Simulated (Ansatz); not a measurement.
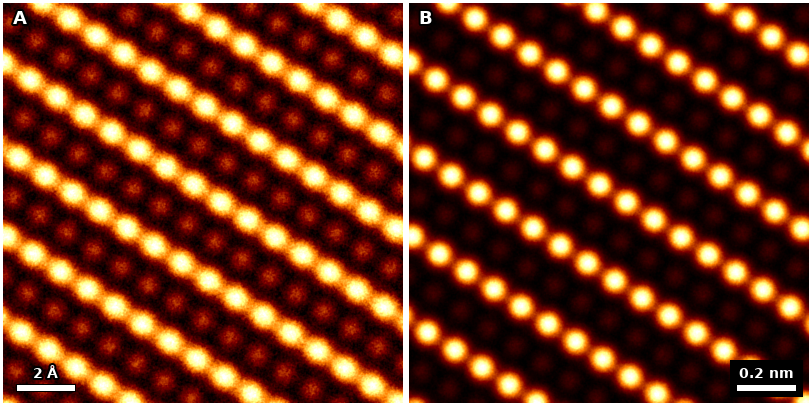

Two simulated images of the same area of ZrO2 (Fm-3m, No. 225) along [210], with a probe of 0.71 Å. One is incoherent Z contrast (Z^1.6 per atom), the other the projected potential of neutral atoms blurred by the probe (iDPC-like, thin sample). Brightness is counted from the darkest point of the image. Shot noise was added. Structure used: a calculation's input that goes back to an entry of the Crystallography Open Database (an earlier step may have relaxed or displaced it).

**Which panel is which, and how can one tell?**

B is the Z-contrast image and A the potential image. The columns of 2 O per repeat reach about 11 % of the brightest peak (1 Zr) in B but about 33 % in A, mainly since the potential grows much more slowly with atomic number.
